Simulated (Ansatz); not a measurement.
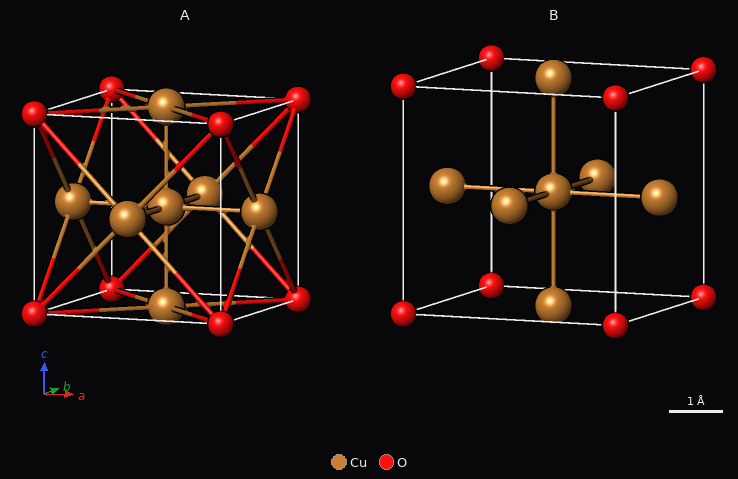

Two geometries of solid Cu4O (a generated structure, set up in Pm-3m) (coarse preliminary run), drawn at one scale. One is the start of a relaxation, the other its converged end. Style: ball-and-stick. Shown: the cell of the calculation, slightly off an axis.

Method: DFT PBE, scalar-relativistic, plane waves, PAW (Ansatz). Settings: plane-wave cutoff 420 eV; k-point mesh 4 × 4 × 4; occupations gaussian; smearing width 0.1 eV; collinear spin; cell and atoms relaxed; force threshold 0.04 eV/Å; at most 70 steps.

Which of the two is the end point?

Structure B is the relaxed one. The atoms keep their places relative to the cell (all moves are under 0.005 Å). Cell: a = b = c 3.830 → 4.360 Å (+13.8 %). Volume +47.6 %. Near-neighbour distances that change, for instance: Cu–O 2.708 → 3.083 Å, Cu–Cu 1.915 → 2.180 Å. The space group stays Pm-3m (No. 221). Over 6 accepted moves (8 points after the start) the energy falls by 3.938 eV per cell of the calculation. All forces vanish by symmetry, so only the cell relaxes. The pressure goes from 68.37 to 0.21 GPa. At 2 points the geometry stayed and the basis and grid were re-selected for the new cell (energy shift of 0.246 eV per cell of the calculation at most each time). The program noted that the starting moments weren't kept. The run took 58 s on 1 thread of Intel(R) Xeon(R) 6975P-C (Granite Rapids), with other jobs on the host, peak memory 0.48 GiB.
